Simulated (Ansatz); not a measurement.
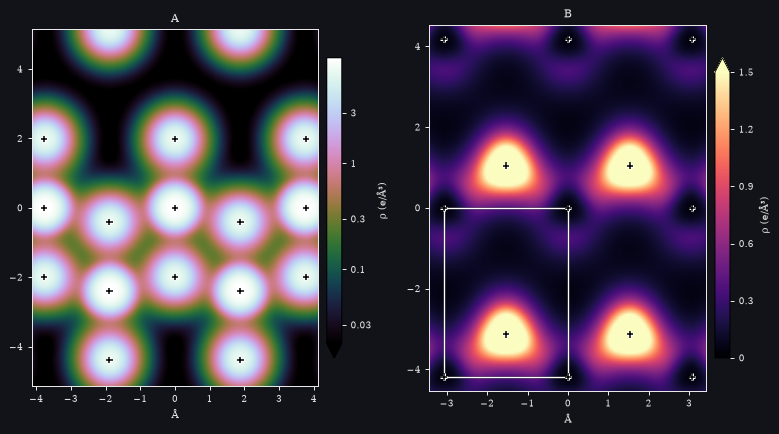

The valence pseudo-density of 2 systems, each on a plane through atoms (crosses mark nuclei in the plane).

All numbers below come from Ansatz, DFT, HSE06, plane waves, PAW.

System 1: SiC, the (100) plane of the conventional cell. Space group I-4m2; started from the zincblende prototype, which need not be the ambient phase; changed on purpose from its base cell (uniaxial z strain -4.0%); computed pressure about 9 GPa in this cell.

System 2: TiO$_{2}$, the (100) plane of the conventional cell. Space group I4₁/amd; started from the anatase prototype, which need not be the ambient phase; computed pressure about −3 GPa in this cell; computed without spin polarisation.

Which map belongs to which system?

Answer. Panel A is system 2, TiO$_{2}$: the plane holds Ti and O. Ti–O (1.93 Å): the density is about 0.75 e/Å³ at the midpoint. Panel B is system 1, SiC: the plane holds Si and C. Si–C (1.86 Å): ρ at the midpoint is about 0.93 e/Å³.
